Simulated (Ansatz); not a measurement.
Given this structure:

```cif
data_structure
_symmetry_space_group_name_H-M 'P 1'
_symmetry_Int_Tables_number 1
_cell_length_a 3.0736
_cell_length_b 3.0736
_cell_length_c 4.8948
_cell_angle_alpha 90.000
_cell_angle_beta 90.000
_cell_angle_gamma 120.000
_cell_volume 40.05
loop_
_atom_site_label
_atom_site_type_symbol
_atom_site_fract_x
_atom_site_fract_y
_atom_site_fract_z
_atom_site_occupancy
Ta1 Ta 0.66667 0.33333 0.74310 1
Ta2 Ta 0.33333 0.66667 0.25690 1
N1 N 0.00000 0.00000 0.00000 1
```

Question: Work out the structure from the coordinates.

Answer: The solid is Ta$_{2}$N. The lattice is primitive hexagonal and the space group P-3m1 (No. 164). In the cell are 2 Ta, 1 N, which makes 1 formula unit.

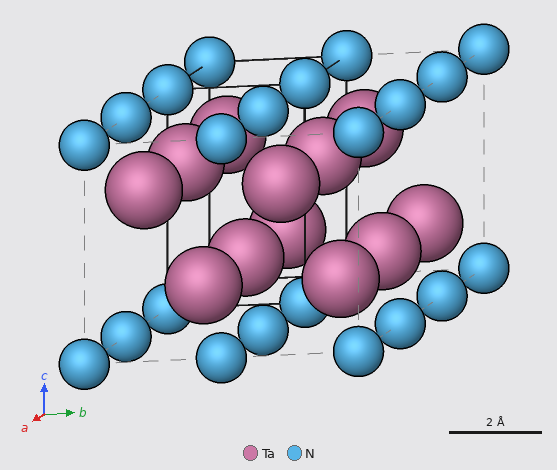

The image is a spheres-only drawing of a crystal, viewed slightly off an axis. Solid lines give the conventional unit cell, repeated here 3×2×1 times. Colours: tantalum pink, nitrogen blue.

It goes back to a structure listed in the Materials Project. Earlier steps of the study may have refined or changed the cell and positions. It went into a calculation with Ansatz.
